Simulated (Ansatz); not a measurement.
# What a change does: single-point calculation on RbBr

System: RbBr (Fm-3m, 2 atoms in the cell).
Method of run 1: DFT PBE, scalar-relativistic, plane waves, PAW, no spin polarisation (Ansatz 0.2.0).

The structure derives from an entry of the Crystallography Open Database. Text and figures count atoms from 1; the logs count them from 0 in places.

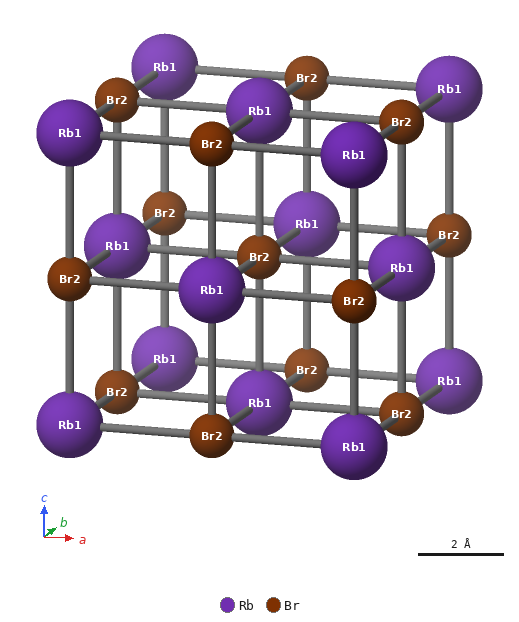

**Figure 1.** The structure (ball-and-stick view of the cell 4 times as large as that of the calculation, set on its symmetry axes, seen slightly off an axis; atoms are numbered from 1 in the order of the input). Near neighbours in the crystal (not all of them lie inside the picture): Rb has 6 Br at 3.54 Å; Br has 6 Rb at 3.54 Å.

**Input, run 1**
```yaml
crystal:
  lattice:
    - [0.0, 3.5434208674, 3.5434208674]
    - [3.5434208674, 0.0, 3.5434208674]
    - [3.5434208674, 3.5434208674, 0.0]
  atoms:
    - { symbol: Rb, position: [0.0, 0.0, 0.0] }
    - { symbol: Br, position: [0.5, 0.5, 0.5] }
basis:
  ecutwfc: 420
kpoints:
  mp_grid: { grid: [6, 6, 6] }
hamiltonian:
  xc: pbe
scf:
  occupations: { method: gaussian, width: 0.02 }
output:
  forces: true
  stress: true
  eigenvalues: true
```

Launched with:
```bash
ansatz run input.yaml --threads 1 --pin off --max-ram 2560MiB --backend cpu --events-out ev --progress --plain --runs-dir out
```

Hardware: 1 thread of Intel Xeon @ 2.90GHz (Ice Lake), 192 GiB of memory available, shared host.

**Output, shortened to warnings, some set-up lines, iterations and results (run 1)**
```
Basis set: ecut = 420 eV, 1807 PW (Γ), exchange–correlation on 72×72×72 points (8 copies of the dense FFT grid, shifted against one another)
Symmetry: 48 space group operations
k-points: 16 of 216
Initial density: superposition of atomic densities (neutral atoms: chi_scale 0, normalization atom), corrected by the library's trained network
[...]
SCF iter   1: F=—  HF=-6054.067797 eV  |F-HF|=—  |Δ(HF+E_count)|=         —  Δρ=1.94e-4  dr2=3.90e-5  ethr=1.77e-3  ⟨swp⟩=7.8  Hψ=1388  notcnv=0
SCF iter   2: F=—  HF=-6054.067887 eV  |F-HF|=—  |Δ(HF+E_count)|=   9.01e-5  Δρ=1.93e-4  dr2=8.86e-5  ethr=2.44e-7  ⟨swp⟩=3.7  Hψ=640  notcnv=0
SCF iter   3: F=—  HF=-6054.067877 eV  |F-HF|=—  |Δ(HF+E_count)|=   1.00e-5  Δρ=6.79e-5  dr2=3.98e-6  ethr=2.44e-7  ⟨swp⟩=2.0  Hψ=304  notcnv=0
SCF iter   4: F=—  HF=-6054.067888 eV  |F-HF|=—  |Δ(HF+E_count)|=   1.11e-5  Δρ=4.73e-5  dr2=2.59e-6  ethr=2.49e-8  ⟨swp⟩=2.2  Hψ=304  notcnv=0
SCF iter   5: F=—  HF=-6054.067888 eV  |F-HF|=—  |Δ(HF+E_count)|=   4.27e-7  Δρ=2.09e-5  dr2=5.59e-7  ethr=1.62e-8  ⟨swp⟩=2.0  Hψ=224  notcnv=0
SCF iter   6: F=-6054.067888 eV  HF=-6054.067888 eV  |F-HF|=1.85e-8  |Δ(HF+E_count)|=   1.28e-8  Δρ=4.61e-6  dr2=2.91e-8  ethr=6.25e-10  ⟨swp⟩=3.4  Hψ=818  notcnv=0
SCF 1 converged in 6 iterations: F = -6054.067888 eV  dr2 = 2.91e-8
SCF converged after 6 iterations
Free energy (F): -6054.067888 eV
Harris-Foulkes:  -6054.067888 eV  (|F-HF|=1.85e-8)
Internal energy: -6054.067888 eV  (E = F + TS)
E sigma→0 (E₀):  -6054.067888 eV
Fermi energy:    2.647141 eV
--- Per-component energies (eV) ---
  E_band       = -118.428684
  E_kinetic    = 326.291630
  E_local      = -838.193036  (includes V_loc(G=0)·N_el)
  E_nonlocal   = 243.162794
  E_hartree    = 220.097172
  E_xc         = -395.849252
  E_vxc        = -241.395879  (∫ρ·V_xc dr)
  E_paw        = -4864.547636  (= ΣΔE_a)
  E_vpaw       = -48.486399  (= ΣTr[D̂ρ^β])
  E_aug_tail   = -0.000001  (compensation charges beyond the density's cutoff)
  E_ewald      = -745.029560
  E_smearing   = -0.000000  (= −TS)
  E_closure    = -0.000000  (closes the sum)
  Σ components = -6054.067888   (vs F -6054.067888, Δ=0.00e0)
--- Forces (eV/Å), atoms counted from 1 ---
  atom   1  Rb    -0.00000000     0.00000000     0.00000000
  atom   2  Br     0.00000000     0.00000000     0.00000000
  max |Σ_I F_I| component: 5.23e-30 eV/Å
--- Stress (GPa, compression-positive) ---
       -0.323360       0.000000      -0.000000
        0.000000      -0.323360       0.000000
        0.000000       0.000000      -0.323360
  P = ⅓ Tr σ = -0.3234 GPa (-3.234 kbar)
```

For run 2 the input was changed thus:
```diff
-    - [0.0, 3.5434208674, 3.5434208674]
-    - [3.5434208674, 0.0, 3.5434208674]
-    - [3.5434208674, 3.5434208674, 0.0]
+    - [0.0, 3.4732355825, 3.4732355825]
+    - [3.4732355825, 0.0, 3.4732355825]
+    - [3.4732355825, 3.4732355825, 0.0]
```

How does run 2 compare with run 1?

With the same functional and potentials, run 2 lies 0.21 meV per atom higher. The gap on the mesh goes from 4.12 to 4.26 eV. The pressure goes from −0.32 to 0.39 GPa. The volume per atom goes from 44.49 to 41.90 Å³. The cell is scaled evenly with the atoms at fixed fractional positions, so −ΔP/Δ ln V estimates the bulk modulus midway between the two volumes: about 12 GPa. The number of SCF iterations is the same. The plane waves at Γ go from 1807 to 1639.

**Output, shortened to warnings, some set-up lines, iterations and results (run 2)**
```
Basis set: ecut = 420 eV, 1639 PW (Γ), exchange–correlation on 72×72×72 points (8 copies of the dense FFT grid, shifted against one another)
Symmetry: 48 space group operations
k-points: 16 of 216
Initial density: superposition of atomic densities (neutral atoms: chi_scale 0, normalization atom), corrected by the library's trained network
[...]
SCF iter   1: F=—  HF=-6054.067214 eV  |F-HF|=—  |Δ(HF+E_count)|=         —  Δρ=1.90e-4  dr2=5.22e-5  ethr=1.77e-3  ⟨swp⟩=8.1  Hψ=1387  notcnv=0
SCF iter   2: F=—  HF=-6054.067440 eV  |F-HF|=—  |Δ(HF+E_count)|=   2.27e-4  Δρ=1.05e-4  dr2=1.79e-5  ethr=3.26e-7  ⟨swp⟩=3.6  Hψ=625  notcnv=0
SCF iter   3: F=—  HF=-6054.067470 eV  |F-HF|=—  |Δ(HF+E_count)|=   2.97e-5  Δρ=1.36e-4  dr2=2.79e-5  ethr=1.12e-7  ⟨swp⟩=2.0  Hψ=337  notcnv=0
SCF iter   4: F=—  HF=-6054.067462 eV  |F-HF|=—  |Δ(HF+E_count)|=   8.43e-6  Δρ=6.00e-5  dr2=5.29e-6  ethr=1.12e-7  ⟨swp⟩=2.0  Hψ=235  notcnv=0
SCF iter   5: F=—  HF=-6054.067460 eV  |F-HF|=—  |Δ(HF+E_count)|=   1.74e-6  Δρ=1.99e-5  dr2=5.45e-7  ethr=3.30e-8  ⟨swp⟩=2.1  Hψ=239  notcnv=0
SCF iter   6: F=-6054.067460 eV  HF=-6054.067460 eV  |F-HF|=1.98e-8  |Δ(HF+E_count)|=   1.81e-7  Δρ=4.34e-6  dr2=2.52e-8  ethr=6.25e-10  ⟨swp⟩=3.9  Hψ=801  notcnv=0
SCF 1 converged in 6 iterations: F = -6054.067460 eV  dr2 = 2.52e-8
SCF converged after 6 iterations
Free energy (F): -6054.067460 eV
Harris-Foulkes:  -6054.067460 eV  (|F-HF|=1.98e-8)
Internal energy: -6054.067460 eV  (E = F + TS)
E sigma→0 (E₀):  -6054.067460 eV
Fermi energy:    3.087177 eV
--- Per-component energies (eV) ---
  E_band       = -111.809411
  E_kinetic    = 326.930932
  E_local      = -815.277682  (includes V_loc(G=0)·N_el)
  E_nonlocal   = 243.306984
  E_hartree    = 211.758084
  E_xc         = -396.139403
  E_vxc        = -241.785872  (∫ρ·V_xc dr)
  E_paw        = -4864.561656  (= ΣΔE_a)
  E_vpaw       = -48.497985  (= ΣTr[D̂ρ^β])
  E_aug_tail   = -0.000001  (compensation charges beyond the density's cutoff)
  E_ewald      = -760.084719
  E_smearing   = -0.000000  (= −TS)
  E_closure    = 0.000000  (closes the sum)
  Σ components = -6054.067460   (vs F -6054.067460, Δ=0.00e0)
--- Forces (eV/Å), atoms counted from 1 ---
  atom   1  Rb    -0.00000000     0.00000000     0.00000000
  atom   2  Br     0.00000000    -0.00000000     0.00000000
  max |Σ_I F_I| component: 4.08e-30 eV/Å
--- Stress (GPa, compression-positive) ---
        0.392152       0.000000       0.000000
        0.000000       0.392152       0.000000
        0.000000       0.000000       0.392152
  P = ⅓ Tr σ = 0.3922 GPa (3.922 kbar)
```

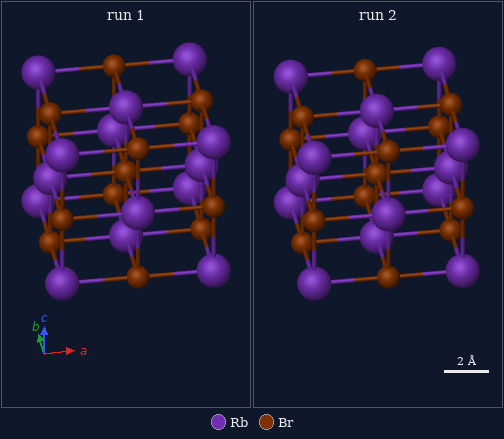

**Figure 2.** The two input geometries at one scale (ball-and-stick view of the cell 4 times as large as that of the calculation, set on its symmetry axes, seen at an oblique angle). The atoms keep their places relative to the cell (all moves are under 0.005 Å). The volume changes by −5.8 %, with a = b = c 7.087 → 6.946 Å (−2.0 %). Among the contacts that change: Br–Rb 3.543 → 3.473 Å.

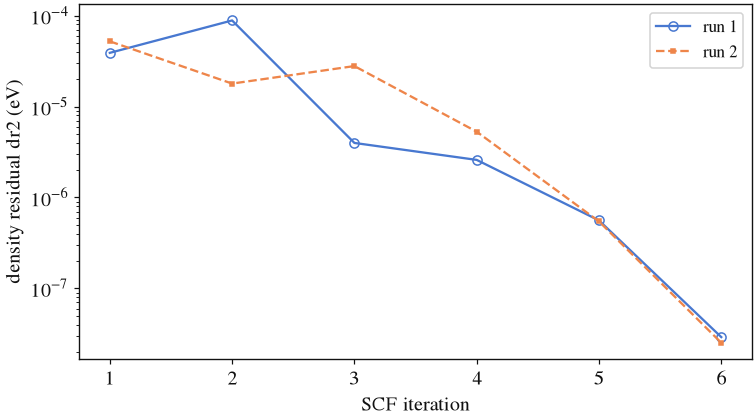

**Figure 3.** Convergence of the two runs: density residual dr2 against the SCF iteration. Run 1 takes 6 iterations in all, and run 2 takes 6.

**The two runs side by side**

```csv
quantity,run 1,run 2
outcome,converged,converged
free energy per atom (eV),−3027.0339,−3027.0337
gap on the mesh (eV),4.12,4.26
pressure (GPa),−0.32,0.39
volume per atom (Å³),44.49,41.90
largest force (eV/Å),0.000,0.000
SCF iterations,6,6
irreducible k-points,16,16
plane waves at Γ,1807,1639
wall time (shared host),1.1 s,1.2 s
```
